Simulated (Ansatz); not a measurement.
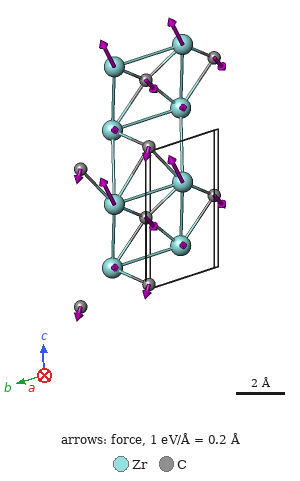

Starting geometry of crystalline ZrC (a generated structure, set up in P1) (coarse preliminary run) with the computed forces as purple arrows. A ball-and-stick model of the cell of the calculation, reduced to other axes, repeated 1 × 2 × 2 with one cell outlined, seen from a free direction. Lengths and directions refer to the drawn axes.

The calculation used DFT PBE, scalar-relativistic, plane waves, PAW in Ansatz. (plane-wave cutoff 420 eV; k-point mesh 8 × 8 × 8; occupations gaussian; smearing width 0.2 eV; no spin polarisation; cell and atoms relaxed; force threshold 0.025 eV/Å; at most 60 steps)

### Is this structure relaxed? If not, where do the atoms go?

It isn't relaxed: the largest force vector, on a Zr atom, is 7.55 eV/Å. The final displacements follow the starting forces only in part (cosine between the two patterns 0.85). The energy falls by 592 meV per atom in 4 accepted moves (5 points after the start). Largest force component: 6.8 eV/Å at the start, 0.00034 eV/Å at the end. Pressure: 18.60 GPa at the start and −0.04 GPa at the end. At 1 point the geometry stayed and the basis and grid were re-selected for the new cell (energy shift of less than 0.05 meV per atom at most each time). The largest moves relative to the cell, 0.33 Å, are those of Zr and C atoms. Largest moves by element: C 0.33 Å, Zr 0.32 Å. The volume changes by −1.0 %, with a 3.303 → 3.332 Å (+0.9 %), b 3.304 → 3.331 Å (+0.8 %), c 5.751 → 5.762 Å (+0.2 %), α 105.9° → 106.8°, β 90.3° → 90.0°, γ 117.8° → 120.0°. Some distances before and after: C–Zr 2.808 → 2.354 Å, C–Zr 1.935 → 2.354 Å, Zr–Zr 3.714 → 3.328 Å, Zr–Zr 2.960 → 3.328 Å. Among the angles between lasting bonds that change: Zr–C–Zr 158.4° → 180.0°, Zr–C–Zr 159.5° → 180.0°, Zr–C–Zr 109.5° → 90.1°. The space group (tolerance 0.01 Å) goes from P1 (No. 1) to Fm-3m (No. 225). The run took 2.6 min on 1 thread of Arm Neoverse V2 (shared host), peak memory 0.57 GiB.
